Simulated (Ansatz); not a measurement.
## Run report: Al$_{30}$Cu, nudged elastic band (part 3 of 3)

The same run, continued: Al$_{30}$Cu (defect cell, 31 atoms in the cell); DFT PBE, scalar-relativistic, plane waves, PAW, PAW set soft_1, no spin polarisation (Ansatz 0.2.0); cutoff 420 eV, 3×3×3 k-mesh, Gaussian smearing of 0.1 eV. It belongs to a series of runs on one base structure; here: band between the two ends.

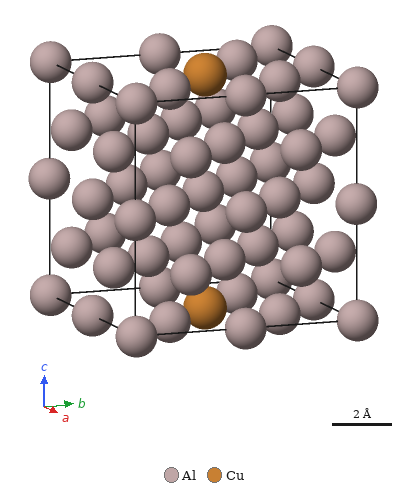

The starting structure (spheres-only view of the cell of the calculation, seen slightly off an axis). An atom can appear more than once, as a periodic image.

Output, continued:
```
--- NEB band (9 images, 4 band iterations, 421 SCF iterations) ---
  forward barrier  = 0.444161 eV
  backward barrier = 0.444552 eV
  lagrangian_above_aufbau_ev (what the smearing adds, to first order; not taken off the barriers): saddle image -0.019454 eV, end points -0.027757 and -0.027787 eV
  climbing image's point = a first-order saddle point (lowest curvatures found: -0.80 and 0.16 eV/Å²)
  energies are F+E_penalty+E_count in eV, relative to image 0
  image     s (Å)  Δ vs image 0  max|band force component| (eV/Å)
      0    0.0000      0.000000                                 —
      1    0.3900      0.070233                          8.424e-3
      2    0.7799      0.229257                          1.364e-2
      3    1.1698      0.383280                          1.611e-2
  *   4    1.5596      0.444161                          1.255e-2
      5    1.9440      0.385359                          1.582e-2
      6    2.3283      0.234808                          1.285e-2
      7    2.7127      0.076268                          7.579e-3
      8    3.0971     -0.000391                                 —
  saddle-point geometry (image 4):
  cell:  # Å, volume = 531.4410 Å³
    - [8.1, 0.0, 0.0]
    - [0.0, 8.1, 0.0]
    - [0.0, 0.0, 8.1]
  atoms:
    - { symbol: Al, position: [0.48948922239875736, 0.012882284811094822, -0.0008342407001591528] }
    - { symbol: Al, position: [0.7374211649480868, 0.2608039215979597, -0.000833669769830484] }
    - { symbol: Al, position: [0.7494882414238783, 0.0008063898901202621, 0.24788405680632805] }
    - { symbol: Al, position: [0.001379313058952793, 0.003400225866399293, -0.0008030540522338066] }
    - { symbol: Cu, position: [0.3896898478627938, 0.360730373267003, -0.001055608907471982] }
    - { symbol: Al, position: [0.7468910587151161, 0.7489245691622289, -0.0008110417256970068] }
    - { symbol: Al, position: [0.24545434469867164, 0.002405687018821571, 0.24976858557457565] }
    - { symbol: Al, position: [0.5005786133698286, 0.24971272213059742, 0.2616183331740352] }
    - { symbol: Al, position: [0.7478858899921644, 0.5048376315749333, 0.24977048879455496] }
    - { symbol: Al, position: [0.4993026176100087, -0.005265626835424914, 0.4992222562292528] }
    - { symbol: Al, position: [0.7555589066334978, 0.25099429714939414, 0.49922100569995914] }
    - { symbol: Al, position: [0.7494633627954044, 0.0008347196400797766, 0.750546152509022] }
    - { symbol: Al, position: [0.0046308031402715584, 0.49464881735642513, -0.0008837088454643591] }
    - { symbol: Al, position: [0.2556638226325808, 0.7456408632135357, -0.0008850994685700336] }
    - { symbol: Al, position: [0.00018854313323773126, 0.24834060511243333, 0.24677272523200902] }
    - { symbol: Al, position: [0.2527018160934245, 0.4975836964895204, 0.2483401624435743] }
    - { symbol: Al, position: [0.5019512261897028, 0.7501076615346778, 0.24677551882872217] }
    - { symbol: Al, position: [-0.002885174828045546, -0.0008138876229837526, 0.49917710181326197] }
    - { symbol: Al, position: [0.24424795867294785, 0.24848035547584493, 0.49910983081080434] }
    - { symbol: Al, position: [0.5018081299875471, 0.506044834930814, 0.4991075046071671] }
    - { symbol: Al, position: [0.7511196700179882, 0.7531923880732893, 0.4991773310456102] }
    - { symbol: Al, position: [0.24541865694530401, 0.0024402978460845003, 0.7485312032397572] }
    - { symbol: Al, position: [0.5005610544555322, 0.2497458092230663, 0.7366185747002258] }
    - { symbol: Al, position: [0.7478570193583919, 0.5048791185342882, 0.7485267706161439] }
    - { symbol: Al, position: [0.00015759327730100557, 0.750139145538285, 0.24959779413543787] }
    - { symbol: Al, position: [-0.0015989041048988927, 0.5010182649455597, 0.499124541186456] }
    - { symbol: Al, position: [0.24927259627551357, 0.751882904591553, 0.49912226957143074] }
    - { symbol: Al, position: [0.00019778651378781875, 0.24835037408307156, 0.7515918487984434] }
    - { symbol: Al, position: [0.252656513241828, 0.49763595714656694, 0.7498744207510943] }
    - { symbol: Al, position: [0.5019452891721075, 0.7501003302068431, 0.7515834205823144] }
    - { symbol: Al, position: [0.00011881631831930574, 0.7501822930479201, 0.7487214813192482] }
```

The last band as extended XYZ (Å, eV, eV/Å):
```
31
Lattice="8.1000 0.0000 0.0000 0.0000 8.1000 0.0000 0.0000 0.0000 8.1000" Properties=species:S:1:pos:R:3:forces:R:3 image=0 energy=-22749.96547
Al    4.0238    0.0136   -0.0133   -0.0044   0.0131  -0.0016
Al    6.0509    2.0586   -0.0147    0.0123   0.0018   0.0040
Al    6.0666    0.0005    2.0170    0.0019  -0.0008   0.0145
Al    0.0205    0.0313   -0.0137   -0.0013  -0.0005  -0.0043
Cu    4.0964    4.1037   -0.0068   -0.0028   0.0017  -0.0053
Al    6.0645    6.0764   -0.0147    0.0031   0.0036   0.0069
Al    2.0216    0.0279    1.9956   -0.0109   0.0004  -0.0090
Al    4.0072    2.0671    1.9109   -0.0075   0.0028   0.0104
Al    6.0486    4.0682    2.0110   -0.0202   0.0100   0.0031
Al    4.0572    0.0072    4.0366    0.0068  -0.0113   0.0012
Al    6.0553    2.0371    4.0365   -0.0014  -0.0047   0.0012
Al    6.0691   -0.0016    6.0529   -0.0041   0.0080  -0.0092
Al    0.0017    4.0369   -0.0155    0.0210  -0.0067   0.0038
Al    2.0459    6.0646   -0.0166    0.0057   0.0032   0.0128
Al    0.0143    2.0325    1.9941    0.0074  -0.0058  -0.0057
Al    2.0563    4.0192    1.9106   -0.0055  -0.0088   0.0039
Al    4.0545    6.0578    2.0109    0.0136  -0.0119   0.0004
Al   -0.0142   -0.0018    4.0329   -0.0054   0.0011   0.0040
Al    2.0239    2.0350    4.0358    0.0065   0.0094   0.0028
Al    4.0449    4.0581    4.0390    0.0109   0.0053  -0.0043
Al    6.0673    6.0789    4.0367   -0.0073  -0.0049  -0.0065
Al    2.0206    0.0252    6.0751   -0.0105   0.0070   0.0073
Al    4.0071    2.0633    6.1643   -0.0162   0.0142  -0.0161
Al    6.0453    4.0669    6.0655   -0.0093   0.0062  -0.0135
Al   -0.0110    6.0796    2.0182    0.0005   0.0004   0.0060
Al   -0.0031    4.0680    4.0359   -0.0128   0.0023   0.0023
Al    2.0220    6.0683    4.0365    0.0088  -0.0027  -0.0028
Al    0.0159    2.0306    6.0754    0.0035  -0.0035   0.0083
Al    2.0554    4.0202    6.1641    0.0050  -0.0236  -0.0134
Al    4.0562    6.0562    6.0642    0.0077  -0.0052  -0.0053
Al   -0.0131    6.0793    6.0490    0.0049   0.0000   0.0042
31
Lattice="8.1000 0.0000 0.0000 0.0000 8.1000 0.0000 0.0000 0.0000 8.1000" Properties=species:S:1:pos:R:3:forces:R:3 image=1 energy=-22749.89523
Al    4.0129    0.0180   -0.0119    0.0101  -0.0292   0.0003
Al    6.0163    2.0734   -0.0119    0.0157  -0.0240  -0.0002
Al    6.0757    0.0090    2.0214   -0.0086  -0.0105   0.0056
Al    0.0215    0.0303   -0.0117   -0.0072  -0.0075  -0.0002
Cu    3.8751    3.8114   -0.0160    0.1809   0.2487   0.0052
Al    6.0644    6.0818   -0.0115   -0.0055  -0.0096  -0.0004
Al    2.0153    0.0231    1.9973    0.0025  -0.0057  -0.0070
Al    4.0084    2.0364    1.9752   -0.0174   0.0081  -0.0536
Al    6.0368    4.0816    2.0035   -0.0101  -0.0141  -0.0028
Al    4.0581   -0.0198    4.0379   -0.0028   0.0075   0.0005
Al    6.0668    2.0471    4.0384   -0.0222  -0.0093  -0.0004
Al    6.0748    0.0084    6.0558   -0.0075  -0.0100  -0.0067
Al   -0.0031    4.0405   -0.0120   -0.0108  -0.0015   0.0003
Al    2.0677    6.0291   -0.0120   -0.0185   0.0051  -0.0001
Al    0.0073    2.0356    1.9894   -0.0023  -0.0027  -0.0015
Al    2.0422    4.0089    1.9460   -0.0008  -0.0107  -0.0260
Al    4.0665    6.0529    2.0017   -0.0106  -0.0164  -0.0001
Al   -0.0052    0.0168    4.0386   -0.0055  -0.0101  -0.0003
Al    2.0106    2.0320    4.0376    0.0105   0.0008   0.0003
Al    4.0563    4.0757    4.0373   -0.0125  -0.0194   0.0010
Al    6.0867    6.0981    4.0387   -0.0138  -0.0154  -0.0009
Al    2.0147    0.0224    6.0790    0.0029  -0.0056   0.0067
Al    4.0072    2.0352    6.1000   -0.0163   0.0080   0.0519
Al    6.0355    4.0808    6.0730   -0.0081  -0.0135   0.0020
Al   -0.0015    6.0875    2.0253   -0.0112  -0.0084   0.0011
Al   -0.0191    4.0712    4.0377   -0.0048  -0.0046   0.0007
Al    2.0287    6.0742    4.0380   -0.0041  -0.0143   0.0004
Al    0.0067    2.0352    6.0872   -0.0020  -0.0024   0.0006
Al    2.0405    4.0086    6.1282    0.0004  -0.0104   0.0264
Al    4.0658    6.0518    6.0748   -0.0103  -0.0151  -0.0009
Al   -0.0024    6.0868    6.0517   -0.0100  -0.0076  -0.0021
31
Lattice="8.1000 0.0000 0.0000 0.0000 8.1000 0.0000 0.0000 0.0000 8.1000" Properties=species:S:1:pos:R:3:forces:R:3 image=3 energy=-22749.58219
Al    3.9765    0.0796   -0.0086    0.0058  -0.0265   0.0001
Al    5.9787    2.1055   -0.0084   -0.0009  -0.0158  -0.0007
Al    6.0741    0.0101    2.0103   -0.0051  -0.0034   0.0009
Al    0.0180    0.0292   -0.0083   -0.0033  -0.0061  -0.0002
Cu    3.4088    3.2161   -0.0104    0.1735   0.2349   0.0074
Al    6.0545    6.0757   -0.0082   -0.0024   0.0022  -0.0003
Al    1.9968    0.0180    2.0161    0.0021  -0.0095  -0.0040
Al    4.0368    2.0145    2.0925   -0.0196  -0.0150  -0.0208
Al    6.0500    4.0924    2.0182   -0.0118  -0.0051  -0.0022
Al    4.0502   -0.0442    4.0417   -0.0005  -0.0089  -0.0009
Al    6.1046    2.0404    4.0421   -0.0161  -0.0037  -0.0016
Al    6.0736    0.0100    6.0735   -0.0039  -0.0039  -0.0021
Al    0.0173    4.0195   -0.0089   -0.0186   0.0030   0.0010
Al    2.0793    6.0215   -0.0088   -0.0001  -0.0246   0.0006
Al    0.0006    2.0209    1.9949   -0.0075   0.0008  -0.0034
Al    2.0364    4.0206    2.0035   -0.0126  -0.0170  -0.0047
Al    4.0714    6.0704    2.0015   -0.0024  -0.0115   0.0015
Al   -0.0151    0.0062    4.0416   -0.0004   0.0008  -0.0001
Al    1.9843    2.0173    4.0410    0.0043   0.0005   0.0005
Al    4.0646    4.0950    4.0410   -0.0102  -0.0143   0.0010
Al    6.0923    6.1066    4.0417    0.0006  -0.0022  -0.0004
Al    1.9961    0.0176    6.0666    0.0027  -0.0096   0.0046
Al    4.0357    2.0137    5.9898   -0.0170  -0.0152   0.0177
Al    6.0490    4.0922    6.0649   -0.0107  -0.0052   0.0027
Al    0.0034    6.0818    2.0219   -0.0048  -0.0031  -0.0006
Al   -0.0195    4.0638    4.0412   -0.0133  -0.0030   0.0011
Al    2.0231    6.0867    4.0412   -0.0025  -0.0083   0.0007
Al    0.0003    2.0207    6.0884   -0.0069   0.0010   0.0021
Al    2.0355    4.0207    6.0784   -0.0123  -0.0169   0.0027
Al    4.0710    6.0700    6.0817   -0.0022  -0.0111  -0.0028
Al    0.0027    6.0817    6.0612   -0.0039  -0.0033   0.0000
31
Lattice="8.1000 0.0000 0.0000 0.0000 8.1000 0.0000 0.0000 0.0000 8.1000" Properties=species:S:1:pos:R:3:forces:R:3 image=4 energy=-22749.52131
Al    3.9649    0.1043   -0.0068    0.0038   0.0005  -0.0004
Al    5.9731    2.1125   -0.0068   -0.0006  -0.0038  -0.0004
Al    6.0709    0.0065    2.0079   -0.0015   0.0014  -0.0039
Al    0.0112    0.0275   -0.0065   -0.0032  -0.0004  -0.0004
Cu    3.1565    2.9219   -0.0086   -0.0118   0.0125   0.0089
Al    6.0498    6.0663   -0.0066    0.0003   0.0032  -0.0002
Al    1.9882    0.0195    2.0231    0.0009  -0.0010   0.0007
Al    4.0547    2.0227    2.1191    0.0006  -0.0009   0.0015
Al    6.0579    4.0892    2.0231    0.0009  -0.0006   0.0007
Al    4.0444   -0.0427    4.0437    0.0013  -0.0024  -0.0016
Al    6.1200    2.0331    4.0437    0.0024  -0.0013  -0.0016
Al    6.0707    0.0068    6.0794   -0.0006   0.0006   0.0027
Al    0.0375    4.0067   -0.0072    0.0032   0.0006   0.0011
Al    2.0709    6.0397   -0.0072   -0.0007  -0.0031   0.0011
Al    0.0015    2.0116    1.9989   -0.0008   0.0010  -0.0024
Al    2.0469    4.0304    2.0116    0.0022  -0.0023  -0.0012
Al    4.0658    6.0759    1.9989   -0.0007   0.0007  -0.0023
Al   -0.0234   -0.0066    4.0433   -0.0010  -0.0009  -0.0002
Al    1.9784    2.0127    4.0428    0.0055   0.0055   0.0007
Al    4.0646    4.0990    4.0428   -0.0053  -0.0052   0.0007
Al    6.0841    6.1009    4.0433    0.0007   0.0007  -0.0003
Al    1.9879    0.0198    6.0631    0.0014  -0.0014   0.0000
Al    4.0545    2.0229    5.9666    0.0022  -0.0028  -0.0050
Al    6.0576    4.0895    6.0631    0.0013  -0.0011   0.0000
Al    0.0013    6.0761    2.0217   -0.0002   0.0000  -0.0017
Al   -0.0130    4.0582    4.0429   -0.0021  -0.0006   0.0010
Al    2.0191    6.0903    4.0429    0.0007   0.0023   0.0011
Al    0.0016    2.0116    6.0879   -0.0005   0.0009   0.0009
Al    2.0465    4.0309    6.0740    0.0017  -0.0019  -0.0018
Al    4.0658    6.0758    6.0878   -0.0007   0.0005   0.0009
Al    0.0010    6.0765    6.0646    0.0005  -0.0006   0.0014
31
Lattice="8.1000 0.0000 0.0000 0.0000 8.1000 0.0000 0.0000 0.0000 8.1000" Properties=species:S:1:pos:R:3:forces:R:3 image=5 energy=-22749.58011
Al    3.9730    0.0973   -0.0049    0.0152   0.0011  -0.0007
Al    5.9986    2.0996   -0.0051    0.0257  -0.0057   0.0002
Al    6.0687    0.0018    2.0136    0.0029   0.0046   0.0009
Al    0.0032    0.0216   -0.0047   -0.0023   0.0022  -0.0005
Cu    2.8677    2.6716   -0.0070   -0.2315  -0.1709   0.0079
Al    6.0495    6.0579   -0.0049    0.0061   0.0032   0.0000
Al    1.9862    0.0256    2.0218    0.0058   0.0119  -0.0021
Al    4.0641    2.0387    2.0966    0.0146   0.0191  -0.0201
Al    6.0607    4.0791    2.0196    0.0099  -0.0013  -0.0039
Al    4.0385   -0.0291    4.0456    0.0032   0.0156  -0.0014
Al    6.1229    2.0258    4.0451    0.0091   0.0002  -0.0010
Al    6.0688    0.0024    6.0771    0.0035   0.0034  -0.0021
Al    0.0571    3.9966   -0.0053    0.0244  -0.0001   0.0006
Al    2.0595    6.0582   -0.0054   -0.0031   0.0181   0.0010
Al    0.0081    2.0044    2.0050    0.0116   0.0031   0.0015
Al    2.0580    4.0393    2.0073    0.0164   0.0121  -0.0047
Al    4.0579    6.0752    1.9984   -0.0002   0.0079  -0.0033
Al   -0.0278   -0.0162    4.0452    0.0017  -0.0011  -0.0003
Al    1.9836    2.0112    4.0445    0.0142   0.0098   0.0011
Al    4.0615    4.0916    4.0445   -0.0003  -0.0037   0.0004
Al    6.0729    6.0912    4.0450   -0.0012  -0.0001  -0.0001
Al    1.9864    0.0266    6.0682    0.0058   0.0108   0.0025
Al    4.0649    2.0399    5.9927    0.0150   0.0161   0.0165
Al    6.0610    4.0798    6.0699    0.0101  -0.0019   0.0045
Al   -0.0029    6.0725    2.0252    0.0026   0.0042  -0.0005
Al   -0.0081    4.0529    4.0447    0.0081   0.0024   0.0007
Al    2.0150    6.0952    4.0446    0.0029   0.0135   0.0011
Al    0.0085    2.0048    6.0852    0.0113   0.0027  -0.0028
Al    2.0578    4.0403    6.0814    0.0161   0.0117   0.0027
Al    4.0582    6.0754    6.0917   -0.0005   0.0075   0.0020
Al   -0.0029    6.0732    6.0648    0.0029   0.0035   0.0000
31
Lattice="8.1000 0.0000 0.0000 0.0000 8.1000 0.0000 0.0000 0.0000 8.1000" Properties=species:S:1:pos:R:3:forces:R:3 image=7 energy=-22749.88920
Al    4.0070    0.0579   -0.0015    0.0245  -0.0154  -0.0002
Al    6.0627    2.0606   -0.0016    0.0308  -0.0106   0.0003
Al    6.0720   -0.0033    2.0314    0.0107   0.0085   0.0060
Al   -0.0008    0.0083   -0.0011    0.0094   0.0050  -0.0005
Cu    2.2830    2.2091   -0.0055   -0.2559  -0.1874   0.0050
Al    6.0508    6.0510   -0.0014    0.0079   0.0073   0.0001
Al    1.9991    0.0358    2.0140    0.0148   0.0111  -0.0037
Al    4.0460    2.0639    1.9884   -0.0080   0.0181  -0.0554
Al    6.0584    4.0576    2.0079    0.0061  -0.0022  -0.0073
Al    4.0342    0.0051    4.0488    0.0090   0.0227  -0.0004
Al    6.1018    2.0146    4.0482   -0.0072   0.0030   0.0006
Al    6.0726   -0.0023    6.0665    0.0102   0.0074  -0.0072
Al    0.0535    4.0043   -0.0017   -0.0044   0.0184  -0.0001
Al    2.0412    6.0761   -0.0017    0.0012   0.0113   0.0004
Al    0.0282    2.0057    2.0121    0.0173   0.0112  -0.0005
Al    2.0727    4.0311    1.9580    0.0108   0.0012  -0.0266
Al    4.0458    6.0657    1.9997    0.0029   0.0027  -0.0014
Al   -0.0174   -0.0145    4.0490    0.0153   0.0135  -0.0008
Al    2.0052    2.0162    4.0476    0.0196   0.0124   0.0009
Al    4.0497    4.0628    4.0479   -0.0004  -0.0102   0.0003
Al    6.0644    6.0779    4.0489    0.0096   0.0050  -0.0002
Al    2.0000    0.0373    6.0833    0.0140   0.0089   0.0027
Al    4.0471    2.0653    6.1076   -0.0078   0.0167   0.0536
Al    6.0592    4.0583    6.0890    0.0058  -0.0029   0.0071
Al   -0.0063    6.0738    2.0354    0.0083   0.0115   0.0015
Al    0.0068    4.0440    4.0483    0.0145   0.0040   0.0003
Al    2.0101    6.0920    4.0481    0.0051   0.0057   0.0007
Al    0.0293    2.0065    6.0852    0.0159   0.0106  -0.0007
Al    2.0730    4.0329    6.1368    0.0104   0.0000   0.0273
Al    4.0463    6.0663    6.0974    0.0023   0.0025   0.0007
Al   -0.0055    6.0748    6.0621    0.0073   0.0103  -0.0024
31
Lattice="8.1000 0.0000 0.0000 0.0000 8.1000 0.0000 0.0000 0.0000 8.1000" Properties=species:S:1:pos:R:3:forces:R:3 image=8 energy=-22749.96586
Al    4.0202    0.0264    0.0000    0.0022  -0.0114   0.0000
Al    6.0607    2.0488    0.0000    0.0065  -0.0027   0.0000
Al    6.0814    0.0040    2.0361    0.0004   0.0010  -0.0006
Al    0.0036    0.0036    0.0000    0.0016   0.0016   0.0000
Cu    1.9884    1.9884    0.0000   -0.0127  -0.0127   0.0000
Al    6.0548    6.0548    0.0000    0.0004   0.0004   0.0000
Al    2.0124    0.0272    2.0197    0.0037  -0.0022   0.0043
Al    4.0172    2.0657    1.9344   -0.0009   0.0022  -0.0058
Al    6.0566    4.0526    2.0048    0.0002   0.0007   0.0039
Al    4.0457    0.0137    4.0500   -0.0003   0.0067   0.0000
Al    6.0810    2.0164    4.0500   -0.0023  -0.0019   0.0000
Al    6.0814    0.0040    6.0639    0.0004   0.0010   0.0006
Al    0.0264    4.0202    0.0000   -0.0114   0.0022   0.0000
Al    2.0488    6.0607    0.0000   -0.0027   0.0065   0.0000
Al    0.0272    2.0124    2.0197   -0.0022   0.0037   0.0043
Al    2.0657    4.0172    1.9344    0.0022  -0.0009  -0.0058
Al    4.0526    6.0566    2.0048    0.0007   0.0002   0.0039
Al    0.0029    0.0029    4.0500    0.0013   0.0013   0.0000
Al    2.0208    2.0208    4.0500    0.0013   0.0013   0.0000
Al    4.0486    4.0486    4.0500   -0.0001  -0.0001   0.0000
Al    6.0836    6.0836    4.0500    0.0011   0.0011   0.0000
Al    2.0124    0.0272    6.0803    0.0037  -0.0022  -0.0043
Al    4.0172    2.0657    6.1656   -0.0009   0.0022   0.0058
Al    6.0566    4.0526    6.0952    0.0002   0.0007  -0.0039
Al    0.0040    6.0814    2.0361    0.0010   0.0004  -0.0006
Al    0.0137    4.0457    4.0500    0.0067  -0.0003   0.0000
Al    2.0164    6.0810    4.0500   -0.0019  -0.0023   0.0000
Al    0.0272    2.0124    6.0803   -0.0022   0.0037  -0.0043
Al    2.0657    4.0172    6.1656    0.0022  -0.0009   0.0058
Al    4.0526    6.0566    6.0952    0.0007   0.0002  -0.0039
Al    0.0040    6.0814    6.0639    0.0010   0.0004   0.0006
```

Key numbers:

| quantity | value |
| --- | --- |
| outcome | converged |
| barrier, forward | 0.444 eV |
| barrier, backward | 0.445 eV |
| electrons treated | 109 |
| wall time | 13 min (CPU time 49 min) |
| peak memory | 4.7 GiB |
